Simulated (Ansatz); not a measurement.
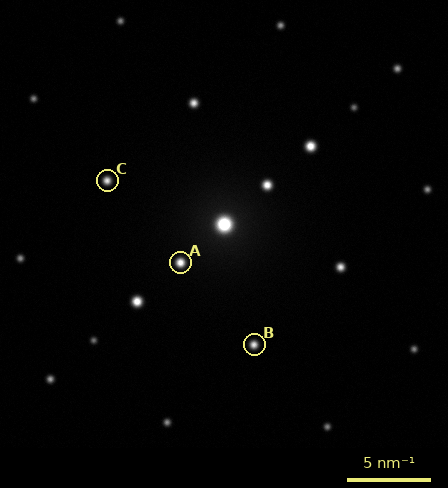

Simulated selected-area electron diffraction pattern (200 kV, kinematic approximation, thin crystal, B = 0.5 Å² for all atoms). The zone axis points towards the electron source and the pattern is seen from the source side.

Al, space group P6/mmm (No. 191), a = 4.605 Å, c = 2.850 Å (hexagonal axes). Structure: the input geometry of an electronic-structure calculation (not necessarily at equilibrium); the starting structure was generated, so it need not be a known form of this composition.

```tsv
atom	site	symmetry	x	y	z
Al	1a	6/mmm	0.0000	0.0000	0.0000
Al	2d	-6m2	0.3333	0.6667	0.5000
```

Spot A is indexed 0 0 -1 and spot B -1 3 -1.

### What are the indices of the remaining marked spot?

C = 2A − B = 1 -3 -1 (d = 1.332 Å).

### Which zone axis is this?

The cross product of A and B is parallel to [310]; every spot obeys hu + kv + lw = 0.
